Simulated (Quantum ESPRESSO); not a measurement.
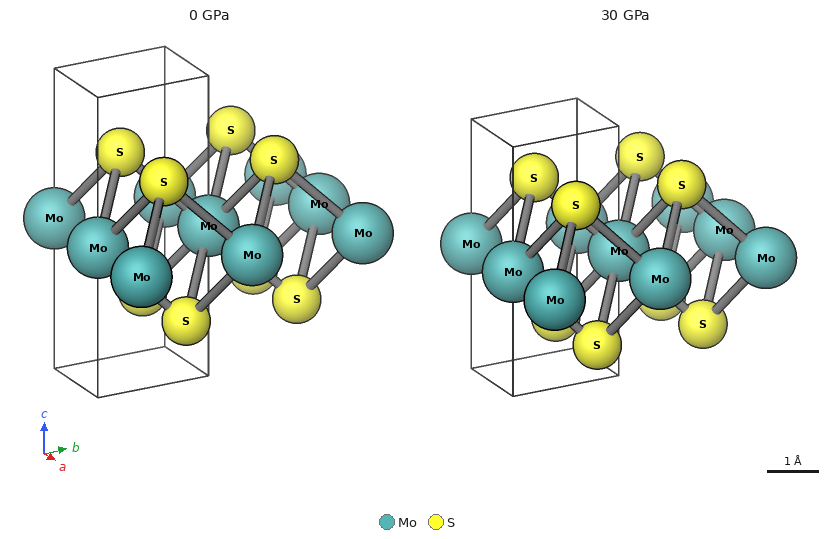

Crystalline MoS2 (set up in P-3m1), relaxed (cell and atoms) at several target pressures. The picture shows the first and the last member. Style: ball-and-stick. Shown: the cell of the calculation, repeated 2 × 2 × 1 with one cell outlined, slightly off an axis.

Computed with Quantum ESPRESSO 7.5: PBEsol, GBRV 1.5 PBEsol. Settings: plane-wave cutoff 707.5 eV; k-point mesh 9 × 9 × 4; occupations fermi-dirac; smearing width 0.05 eV; no spin polarisation.

```tsv
pressure (GPa)	volume (Å³/atom)	a (Å)	c (Å)
0	17.328	3.148	6.058
2	16.430	3.144	5.759
5	15.684	3.131	5.542
10	?	?	?
20	13.851	3.055	5.141
30	13.146	3.008	5.033
```

### Fill in the missing row.

Murnaghan's form V = V₀(1 + B′P/B₀)^(−1/B′), with V₀ = 17.328 Å³ from the row at zero pressure, fits the other rows with B₀ = 32.9 GPa and B′ = 7.56 (largest miss 0.053 Å³). At 10 GPa it gives 17.328 × (1 + 7.56 × 10/32.9)^(−1/7.56) = 14.798 Å³ per atom. The calculation gives 14.903 Å³/atom (a = 3.105 Å, c = 5.356 Å). The estimate is 0.105 Å³/atom too low. From the first member to the last: S–S 3.422 → 2.566 Å, Mo–Mo 3.148 → 3.008 Å, Mo–S 2.408 → 2.343 Å.

The whole series:

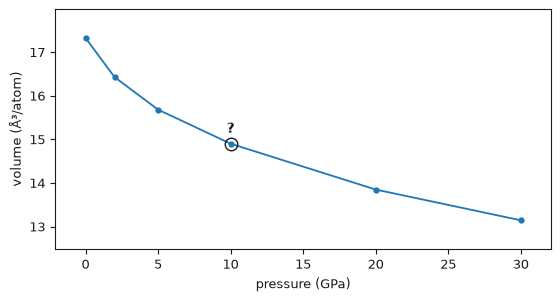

Each member starts from this one structure; whether another phase lies lower wasn't checked.

Limits of the set-up: layers or molecules are held without a dispersion correction, so their spacing is unreliable.
